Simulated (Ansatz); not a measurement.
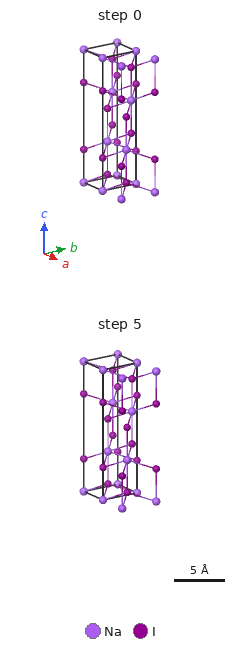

The structure of crystalline NaI$_{2}$ (built on the cadmium chloride_166 type) before (top) and after (bottom) a relaxation, at one scale.

Style: ball-and-stick. Shown: the conventional cell (3 times the calculation's cell), repeated 2 × 1 × 1 with one cell outlined, slightly off an axis. Lengths and directions refer to the drawn axes.

Case: cadmium chloride type (R-3m, No. 166).

All numbers below come from Ansatz, DFT PBE, scalar-relativistic, plane waves, PAW.

Input
```yaml
crystal:
  lattice:
    - [2.6926570141, 1.5546062519, 4.574664354]
    - [-2.6926570141, 1.5546062519, 4.574664354]
    - [0.0, -3.1092125039, 4.574664354]
  atoms:
    - { symbol: Na, position: [0.0, 0.0, 0.0] }
    - { symbol: I, position: [0.7521284363, 0.7521284363, 0.7521284363] }
    - { symbol: I, position: [0.2478715637, 0.2478715637, 0.2478715637] }
basis:
  ecutwfc: 420
kpoints:
  mp_grid: { grid: [12, 12, 12] }
hamiltonian:
  xc: pbe
scf:
  occupations: { method: gaussian, width: 0.1 }
output:
  forces: true
  stress: true
  eigenvalues: true
relax:
  adjacent_minimum: "off"
  f_tol: 0.01
  max_steps: 80
  cell: { stress_tol: 0.05 }
```

Launched with:
```bash
ansatz run input.yaml --threads 1 --pin off --max-ram 2560MiB --backend cpu --events-out ev --progress --plain --runs-dir out
```

Question: What changed between the two?

Answer: The energy falls by 3.7 meV per cell of the calculation in 4 accepted moves (5 points after the start). The largest force component goes from 0.039 to 0.0013 eV/Å. The pressure goes from 0.24 to 0.00 GPa. The SCF was repeated once at an unchanged geometry on a basis and grid sized afresh for the cell, which shifted the energy by 0.1 meV per cell of the calculation at most. The largest moves relative to the cell, 0.028 Å, are those of I2 and I3. I2 goes along −c. Na stays in place. The drawn cell changes as follows: a = b 5.385 → 5.486 Å (+1.9 %), c 13.724 → 13.428 Å (−2.2 %); the volume changes by +1.6 %. Some distances before and after: Na1–I2 3.402 → 3.357 Å, Na1–I2 (another image) 3.323 → 3.360 Å. The space group (tolerance 0.01 Å) goes from R-3m (No. 166) to Fm-3m (No. 225).

Limits of the set-up: an odd number of electrons was run without spin polarisation, which fails if the electron would localise.
